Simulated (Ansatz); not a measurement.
**A series of single points on MgO**

System: MgO (8 atoms in the cell).
Method: DFT PBE, scalar-relativistic, plane waves, PAW, PAW set soft_1, no spin polarisation (Ansatz 0.2.0).

The 7 runs differ only in the geometry, by a strain of the cell at fixed fractional positions. Against run 4, the strain is εzz = η. The structure derives from a Materials Project entry.

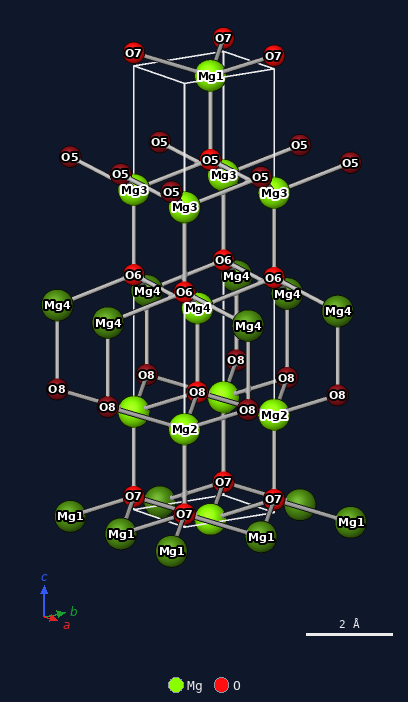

Figure 1. The structure of run 4 (ball-and-stick view of the cell of the calculation, seen slightly off an axis; neighbours outside the cell are drawn fainter; atoms are numbered from 1 in the order of the input).

### Input of run 4
```yaml
crystal:
  lattice:
    - [3.3352, 0.0, 0.0]
    - [-1.6676, 2.8883679267, 0.0]
    - [0.0, 0.0, 10.5138967343]
  atoms:
    - { symbol: Mg, position: [0.3333333333, 0.6666666667, 0.9694906392] }
    - { symbol: Mg, position: [0.0, 0.0, 0.2208211786] }
    - { symbol: Mg, position: [0.0, 0.0, 0.7208211786] }
    - { symbol: Mg, position: [0.6666666667, 0.3333333333, 0.4694906392] }
    - { symbol: O, position: [0.3333333333, 0.6666666667, 0.7800420079] }
    - { symbol: O, position: [0.0, 0.0, 0.5296443544] }
    - { symbol: O, position: [0.0, 0.0, 0.0296443544] }
    - { symbol: O, position: [0.6666666667, 0.3333333333, 0.2800420079] }
basis:
  ecutwfc: 520.0
kpoints:
  mp_grid: { grid: [9, 9, 2] }
hamiltonian:
  xc: pbe
  pseudopotentials: { kind: paw, azcp: { folder: soft_1 } }
scf:
  occupations: { method: gaussian, width: 0.05 }
output:
  forces: true
  stress: true
  eigenvalues: true
```

Command:
```bash
ansatz run input.yaml --threads 2 --pin off --max-ram 4096MiB --backend cpu --events-out ev --progress --plain --runs-dir out
```

Run 3 differs from it as follows:
```diff
-    - [0.0, 0.0, 10.5138967343]
+    - [0.0, 0.0, 10.2335]
```

### Results, with one run withheld

| run | strain parameter η (%) | free energy per atom, from the lowest run given (meV) | pressure (GPa) | gap on the mesh (eV) |
| --- | --- | --- | --- | --- |
| 1 | −7.9999 | 68.44 | 7.87 | 3.50 |
| 2 | −5.3329 | 25.87 | 3.22 | 3.42 |
| 3 | −2.6669 | ? | ? | ? |
| 4 | 0.0000 | 0.00 | −3.54 | 3.25 |
| 5 | 2.6670 | 8.91 | −5.98 | 3.17 |
| 6 | 5.3330 | 28.47 | −7.94 | 3.08 |
| 7 | 7.9999 | 56.51 | −9.51 | 2.92 |

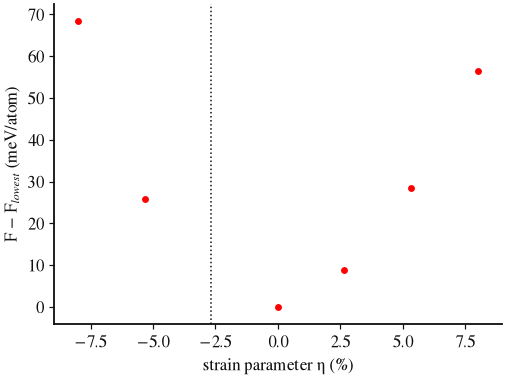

Figure 2. Free energy per atom of the runs given; the dotted line marks run 3.

Estimate the energy of run 3 from the others.

A cubic polynomial in the coordinate, fitted to the 6 runs given, misses them by at most 0.35 meV per atom. With x = η − 0.4445, it reads F = 0.31303 + 1.8947 x + 0.94197 x² − 0.02792 x³ (meV per atom). At run 3 it gives 4.38 meV per atom, and the run itself gives 4.51. The fit has its minimum at η = −0.5199 %. The gap on the mesh goes, without turning, from 3.50 eV in run 1 to 2.92 eV in run 7; run 3 has 3.34 eV. These are gaps of this functional on this mesh, which can miss the band edges; they aren't the measured gap.

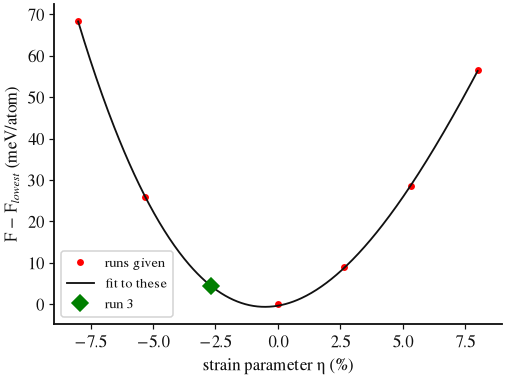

Figure 3. The fit and the withheld run.

### Output, shortened to warnings, some set-up lines, iterations and results (run 3)
```
Basis set: ecut = 520 eV, 2667 PW (Γ), exchange–correlation on 50×50×160 points (8 copies of the dense FFT grid, shifted against one another)
Symmetry: 12 space group operations
k-points: 24 of 162
Initial density: superposition of atomic densities (chi_scale 0.1, normalization cell, long waves kept (reshape's long-wave potential 0.00 eV rms))
[...]
SCF iter   1: F=—  HF=-9976.373330 eV  |F-HF|=—  |Δ(HF+E_count)|=         —  Δρ=6.84e-2  dr2=3.79e0  ethr=3.10e-3  ⟨swp⟩=6.4  Hψ=4306  notcnv=0  defer=2
SCF iter   2: F=—  HF=-9975.815938 eV  |F-HF|=—  |Δ(HF+E_count)|=   5.57e-1  Δρ=3.59e-2  dr2=1.27e0  ethr=3.10e-3  ⟨swp⟩=2.1  Hψ=1807  notcnv=0  defer=90
SCF iter   3: F=—  HF=-9975.775180 eV  |F-HF|=—  |Δ(HF+E_count)|=   4.08e-2  Δρ=6.15e-3  dr2=5.20e-2  ethr=1.98e-3  ⟨swp⟩=3.0  Hψ=1644  notcnv=0  defer=90
SCF iter   4: F=—  HF=-9975.788911 eV  |F-HF|=—  |Δ(HF+E_count)|=   1.37e-2  Δρ=1.43e-3  dr2=1.61e-3  ethr=8.12e-5  ⟨swp⟩=2.0  Hψ=1260  notcnv=0  defer=90
SCF iter   5: F=—  HF=-9975.791858 eV  |F-HF|=—  |Δ(HF+E_count)|=   2.95e-3  Δρ=2.14e-4  dr2=3.44e-5  ethr=2.52e-6  ⟨swp⟩=2.0  Hψ=1356  notcnv=0  defer=18
SCF iter   6: F=—  HF=-9975.792068 eV  |F-HF|=—  |Δ(HF+E_count)|=   2.11e-4  Δρ=7.85e-5  dr2=4.18e-6  ethr=5.37e-8  ⟨swp⟩=2.7  Hψ=1599  notcnv=0  defer=18
SCF iter   7: F=—  HF=-9975.792073 eV  |F-HF|=—  |Δ(HF+E_count)|=   4.81e-6  Δρ=1.38e-5  dr2=1.93e-7  ethr=6.52e-9  ⟨swp⟩=2.0  Hψ=1253  notcnv=0  defer=18
SCF iter   8: F=-9975.792073 eV  HF=-9975.792073 eV  |F-HF|=6.56e-9  |Δ(HF+E_count)|=   2.18e-7  Δρ=3.41e-6  dr2=8.10e-9  ethr=1.56e-10  ⟨swp⟩=8.8  Hψ=3733  notcnv=0
SCF 1 converged in 8 iterations: F = -9975.792073 eV  dr2 = 8.10e-9
SCF converged after 8 iterations
Free energy (F): -9975.792073 eV
Harris-Foulkes:  -9975.792073 eV  (|F-HF|=6.56e-9)
Internal energy: -9975.792073 eV  (E = F + TS)
E sigma→0 (E₀):  -9975.792073 eV
Fermi energy:    6.130642 eV
--- Per-component energies (eV) ---
  E_band       = -1369.227682
  E_kinetic    = 964.144292
  E_local      = -7922.415848  (includes V_loc(G=0)·N_el)
  E_nonlocal   = 988.558613
  E_hartree    = 2726.496856
  E_xc         = -398.546963
  E_vxc        = -510.108253  (∫ρ·V_xc dr)
  E_paw        = -1852.840085  (= ΣΔE_a)
  E_vpaw       = -342.401736  (= ΣTr[D̂ρ^β])
  E_aug_tail   = 0.000864  (compensation charges beyond the density's cutoff)
  E_ewald      = -4481.189803
  E_smearing   = -0.000000  (= −TS)
  E_closure    = -0.000000  (closes the sum)
  Σ components = -9975.792073   (vs F -9975.792073, Δ=0.00e0)
--- Forces (eV/Å), atoms counted from 1 ---
  atom   1  Mg     0.00000000    -0.00000000     0.39245733
  atom   2  Mg    -0.00000000    -0.00000000     0.42227223
  atom   3  Mg     0.00000000     0.00000000     0.42227223
  atom   4  Mg     0.00000000     0.00000000     0.39245733
  atom   5  O      0.00000000    -0.00000000    -0.41683788
  atom   6  O     -0.00000000    -0.00000000    -0.39784254
  atom   7  O      0.00000000     0.00000000    -0.39784254
  atom   8  O      0.00000000     0.00000000    -0.41683788
  max |Σ_I F_I| component: 9.83e-5 eV/Å
--- Stress (GPa, compression-positive) ---
       -3.700204       0.000000      -0.000000
        0.000000      -3.700204       0.000000
       -0.000000       0.000000       5.834751
  P = ⅓ Tr σ = -0.5219 GPa (-5.219 kbar)
```
